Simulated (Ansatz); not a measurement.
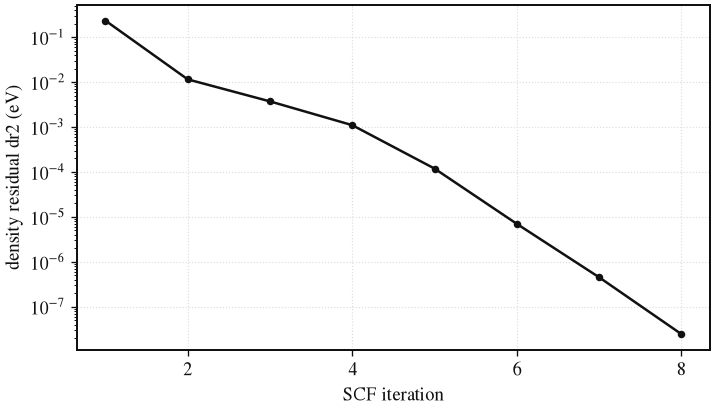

The plot shows the SCF iterations of a calculation: density residual dr2. The starting density is a sum of atomic densities corrected by a trained network.

WS₂ (12 atoms in the cell), run with Ansatz.

```
crystal:
  lattice:
    - [3.1580007686, 5.4698177815, 0.0]
    - [6.3160015371, 0.0, 0.0]
    - [3.1580007686, 1.8232725938, -6.16333]
  atoms:
    - { symbol: W, position: [0.0, 0.0, 0.0] }
    - { symbol: W, position: [0.0, 0.5, 0.0] }
    - { symbol: W, position: [0.5, 0.0, 0.0] }
    - { symbol: W, position: [0.5, 0.5, 0.0] }
    - { symbol: S, position: [0.7628333856, 0.7377364982, 0.7616936181] }
    - { symbol: S, position: [0.7503, 0.2503, 0.7491] }
    - { symbol: S, position: [0.2503, 0.7503, 0.7491] }
    - { symbol: S, position: [0.2503, 0.2503, 0.7491] }
    - { symbol: S, position: [0.581, 0.581, 0.257] }
    - { symbol: S, position: [0.581, 0.081, 0.257] }
    - { symbol: S, position: [0.081, 0.581, 0.257] }
    - { symbol: S, position: [0.081, 0.081, 0.257] }
basis:
  ecutwfc: 420
kpoints:
  mp_grid: { grid: [6, 5, 7] }
hamiltonian:
  xc: pbesol
scf:
  occupations: { method: gaussian, width: 0.05 }
  max_iter: 50
output:
  forces: true
  eigenvalues: true
  stress: true
```

Command:
```bash
ansatz run input.yaml --threads 2 --pin off --max-ram 5120MiB --backend cpu --events-out ev --progress --plain --runs-dir out
```

Question: Was self-consistency reached?

Answer: The run converged; it took 8 iterations. The residual falls at every step.

Question: Read the residual at the first and at the last step drawn.

Answer: It starts near 0.2 and ends near 2 × 10⁻⁸ eV.

Question: Is anything amiss with this input?

Answer: The input holds an odd setting (a mesh that breaks the symmetry), but it does no harm here: the energy lies within 1 meV per atom of a run with usual settings.
